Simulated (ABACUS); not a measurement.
ZrO2: band-structure run (part 1 of 2)

The run: band-structure run of ZrO2 (Fm-3m, 3 atoms in the cell). Method and program: Kohn-Sham DFT of a periodic cell, B86bPBE, SPMS ONCV 1.0 PBE, no spin polarisation (ABACUS 3.10.1).

The structure derives from a Materials Project entry. It belongs to a series of runs on one base structure; here: bands on the converged density.

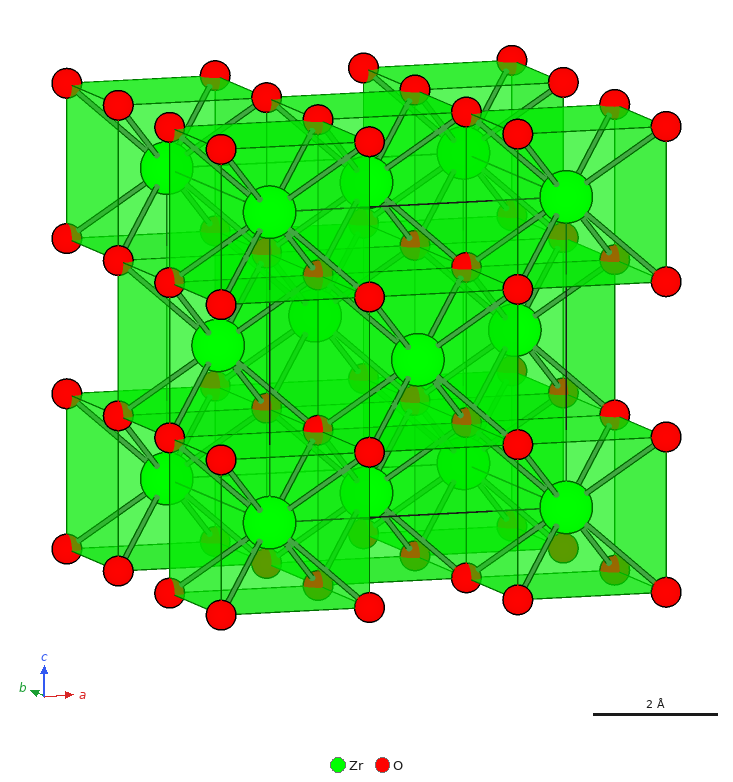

*The input geometry (polyhedral view of the cell 4 times as large as that of the calculation, set on its symmetry axes, seen slightly off an axis; polyhedra are completed across the faces of the cell).*

**Input file**
```
INPUT_PARAMETERS
suffix              ZrO2
calculation         nscf
basis_type          pw
pseudo_dir          ./
symmetry            -1
dft_functional      GGA_X_B86_MGC+GGA_C_PBE
ecutwfc             84.0
pseudo_rcut         10
nspin               1
nbands              22
ks_solver           dav
smearing_method     fd
smearing_sigma      0.00367493
scf_thr             1e-08
scf_nmax            100
mixing_type         broyden
mixing_beta         0.7
init_chg            file
pw_diag_thr         1e-07
out_band            1
kpar                4
```

**File STRU**
```
ATOMIC_SPECIES
Zr 91.2240 40_Zr_12_2.0_2.5_pbe_n_v1.0.upf
O 15.9990 08_O_6_1.2_1.4_pbe_n_v1.0.upf

LATTICE_CONSTANT
1.8897261246

LATTICE_VECTORS
0.0000000000 2.5450727050 2.5450727050
2.5450727050 0.0000000000 2.5450727050
2.5450727050 2.5450727050 0.0000000000

ATOMIC_POSITIONS
Direct

Zr
0.0
1
0.0000000000 0.0000000000 0.0000000000 1 1 1

O
0.0
2
0.7500000000 0.7500000000 0.7500000000 1 1 1
0.2500000000 0.2500000000 0.2500000000 1 1 1
```

**File KPT**
```
K_POINTS
12
Line
0.00000000 0.00000000 0.00000000 10 // G
0.50000000 0.00000000 0.50000000 10 // X
0.50000000 0.25000000 0.75000000 10 // W
0.37500000 0.37500000 0.75000000 10 // K
0.00000000 0.00000000 0.00000000 10 // G
0.50000000 0.50000000 0.50000000 10 // L
0.62500000 0.25000000 0.62500000 10 // U
0.50000000 0.25000000 0.75000000 10 // W
0.50000000 0.50000000 0.50000000 10 // L
0.37500000 0.37500000 0.75000000 1 // K
0.62500000 0.25000000 0.62500000 10 // U
0.50000000 0.00000000 0.50000000 1 // X
```

Machine: 4 threads of AMD EPYC (Zen 4), 16 GiB of memory available, shared host.

Launch command:
```bash
OMP_NUM_THREADS=1 mpirun -np 4 abacus > log
```

**What the program printed**
```
ABACUS v3.10.1

               Atomic-orbital Based Ab-initio Computation at UStc

 ------------------------------------------------------------------------------------

 READING GENERAL INFORMATION
                           global_out_dir = OUT.ZrO2/
                           global_in_card = INPUT
                               pseudo_dir = ./
                              orbital_dir =
                                    DSIZE = 4
                                    GSIZE = 1

 READING UNITCELL INFORMATION
                                    ntype = 2
                  lattice constant (Bohr) = 1.88973
              lattice constant (Angstrom) = 1

 READING ATOM TYPE 1
                               atom label = Zr
                      L=0, number of zeta = 1
                      L=1, number of zeta = 1
                      L=2, number of zeta = 1
             number of atom for this type = 1

 READING ATOM TYPE 2
                               atom label = O
                      L=0, number of zeta = 1
                      L=1, number of zeta = 1
                      L=2, number of zeta = 1
             number of atom for this type = 2

                        TOTAL ATOM NUMBER = 3
DIRECT COORDINATES
    atom                   x                   y                   z     mag                  vx                  vy                  vz
taud_Zr1            0.0000000000        0.0000000000        0.0000000000  0.0000        0.0000000000        0.0000000000        0.0000000000
taud_O1            0.7500000000        0.7500000000        0.7500000000  0.0000        0.0000000000        0.0000000000        0.0000000000
taud_O2            0.2500000000        0.2500000000        0.2500000000  0.0000        0.0000000000        0.0000000000        0.0000000000

                          Volume (Bohr^3) = 222.499
                             Volume (A^3) = 32.9708

 Lattice vectors: (Cartesian coordinate: in unit of a_0)
                   +0            +2.54507            +2.54507
             +2.54507                  +0            +2.54507
             +2.54507            +2.54507                  +0
 Reciprocal vectors: (Cartesian coordinate: in unit of 2 pi/a_0)
            -0.196458           +0.196458           +0.196458
            +0.196458           -0.196458           +0.196458
            +0.196458           +0.196458           -0.196458
 The esolver type has been set to : ksdft_pw

                PAO radial cut off (Bohr) = 10

 Read in pseudopotential file is 40_Zr_12_2.0_2.5_pbe_n_v1.0.upf
                     pseudopotential type = NC
          exchange-correlation functional = PBE
                 nonlocal core correction = 1
                        valence electrons = 12
                                     lmax = 2
                           number of zeta = 4
                     number of projectors = 6
                           L of projector = 0
                           L of projector = 0
                           L of projector = 1
                           L of projector = 1
                           L of projector = 2
                           L of projector = 2
 XC functional updated to : GGA_X_B86_MGC+GGA_C_PBE
          exchange-correlation functional = GGA_X_B86_MGC+GGA_C_PBE
                PAO radial cut off (Bohr) = 10

 Read in pseudopotential file is 08_O_6_1.2_1.4_pbe_n_v1.0.upf
                     pseudopotential type = NC
          exchange-correlation functional = PBE
                 nonlocal core correction = 1
                        valence electrons = 6
                                     lmax = 2
                           number of zeta = 2
                     number of projectors = 5
                           L of projector = 0
                           L of projector = 0
                           L of projector = 1
                           L of projector = 1
                           L of projector = 2
 XC functional updated to : GGA_X_B86_MGC+GGA_C_PBE
          exchange-correlation functional = GGA_X_B86_MGC+GGA_C_PBE
     initial pseudo atomic orbital number = 18

 SETUP THE ELECTRONS NUMBER
            electron number of element Zr = 12
      total electron number of element Zr = 12
             electron number of element O = 6
       total electron number of element O = 12
            AUTOSET number of electrons:  = 24
                           occupied bands = 12
                                   NBANDS = 22
                                   NLOCAL = 27

%%%%%%%%%%%%%%%%%%%%%%%%%%%%%%%%%%%%%%%%%%%%%%%%%%%%%%%%%%%%%%%%%%%%%%%%%%%%%%%%%%%%%%%%%%%%%%%%%%%%%%%%%%
 Warning: the number of valence electrons in pseudopotential > 4 for Zr: [Kr] 4d2 5s2
 Pseudopotentials with additional electrons can yield (more) accurate outcomes, but may be less efficient.
 If you're confident that your chosen pseudopotential is appropriate, you can safely ignore this warning.
%%%%%%%%%%%%%%%%%%%%%%%%%%%%%%%%%%%%%%%%%%%%%%%%%%%%%%%%%%%%%%%%%%%%%%%%%%%%%%%%%%%%%%%%%%%%%%%%%%%%%%%%%%

 SETUP THE PLANE WAVE BASIS
 energy cutoff for charge/potential (unit:Ry) = 336
            fft grid for charge/potential = [ 40, 40, 40 ]
                        fft grid division = [ 1, 1, 1 ]
        big fft grid for charge/potential = [ 40, 40, 40 ]
                                     nbxx = 64000
                                     nrxx = 64000

 SETUP PLANE WAVES FOR CHARGE/POTENTIAL
                    number of plane waves = 23169
                         number of sticks = 1069

 PARALLEL PW FOR CHARGE/POTENTIAL
     PROC   COLUMNS(POT)             PW
        1           1069          23169
 --------------- sum -------------------
        1           1069          23169
                            number of |g| = 265
                                  max |g| = 30.3749
                                  min |g| = 0

----------- Double Check Mixing Parameters Begin ------------
mixing_type: broyden
mixing_beta: 0.7
mixing_gg0: 1
mixing_gg0_min: 0.1
mixing_ndim: 8
----------- Double Check Mixing Parameters End ------------

 SETUP K-POINTS
                                    nspin = 1
                                   nkstot = 102
K-POINTS DIRECT COORDINATES
 KPOINTS    DIRECT_X    DIRECT_Y    DIRECT_Z  WEIGHT
       1  0.00000000  0.00000000  0.00000000  1.0000
       2  0.05000000  0.00000000  0.05000000  1.0000
       3  0.10000000  0.00000000  0.10000000  1.0000
       4  0.15000000  0.00000000  0.15000000  1.0000
       5  0.20000000  0.00000000  0.20000000  1.0000
       6  0.25000000  0.00000000  0.25000000  1.0000
       7  0.30000000  0.00000000  0.30000000  1.0000
       8  0.35000000  0.00000000  0.35000000  1.0000
       9  0.40000000  0.00000000  0.40000000  1.0000
      10  0.45000000  0.00000000  0.45000000  1.0000
      11  0.50000000  0.00000000  0.50000000  1.0000
      12  0.50000000  0.02500000  0.52500000  1.0000
      13  0.50000000  0.05000000  0.55000000  1.0000
      14  0.50000000  0.07500000  0.57500000  1.0000
      15  0.50000000  0.10000000  0.60000000  1.0000
      16  0.50000000  0.12500000  0.62500000  1.0000
      17  0.50000000  0.15000000  0.65000000  1.0000
      18  0.50000000  0.17500000  0.67500000  1.0000
      19  0.50000000  0.20000000  0.70000000  1.0000
      20  0.50000000  0.22500000  0.72500000  1.0000
      21  0.50000000  0.25000000  0.75000000  1.0000
      22  0.48750000  0.26250000  0.75000000  1.0000
      23  0.47500000  0.27500000  0.75000000  1.0000
      24  0.46250000  0.28750000  0.75000000  1.0000
      25  0.45000000  0.30000000  0.75000000  1.0000
      26  0.43750000  0.31250000  0.75000000  1.0000
      27  0.42500000  0.32500000  0.75000000  1.0000
      28  0.41250000  0.33750000  0.75000000  1.0000
      29  0.40000000  0.35000000  0.75000000  1.0000
      30  0.38750000  0.36250000  0.75000000  1.0000
[... 72 further k points ...]

           k-point number in this process = 26
       minimum distributed K point number = 25

[... K-POINTS CARTESIAN COORDINATES: 26 rows ...]

[... K-POINTS DIRECT COORDINATES: 26 rows ...]

 SETUP PLANE WAVES FOR WAVE FUNCTIONS
     energy cutoff for wavefunc (unit:Ry) = 84
              fft grid for wave functions = [ 40, 40, 40 ]
                    number of plane waves = 3695
                         number of sticks = 313

 PARALLEL PW FOR WAVE FUNCTIONS
     PROC   COLUMNS(POT)             PW
        1            313           3695
 --------------- sum -------------------
        1            313           3695

 SETUP NONLOCAL PSEUDOPOTENTIALS IN PLANE WAVE BASIS
 Zr non-local projectors:
 projector 1 L=0
 projector 2 L=0
 projector 3 L=1
 projector 4 L=1
 projector 5 L=2
 projector 6 L=2
 O non-local projectors:
 projector 1 L=0
 projector 2 L=0
 projector 3 L=1
 projector 4 L=1
 projector 5 L=2
      TOTAL NUMBER OF NONLOCAL PROJECTORS = 44

 Init Non-Local PseudoPotential table :
 Init Non-Local-Pseudopotential done.

                                     npwx = 2906

 Make real space PAO into reciprocal space.
       max mesh points in Pseudopotential = 1001
     dq(describe PAO in reciprocal space) = 0.01
                                    max q = 1104

 number of pseudo atomic orbitals for Zr is 4
WARNING: norm of atomic wavefunction # 3 of atomic type Zr is 0.999918, renormalized
WARNING: norm of atomic wavefunction # 4 of atomic type Zr is 0.999492, renormalized

 number of pseudo atomic orbitals for O is 2
```
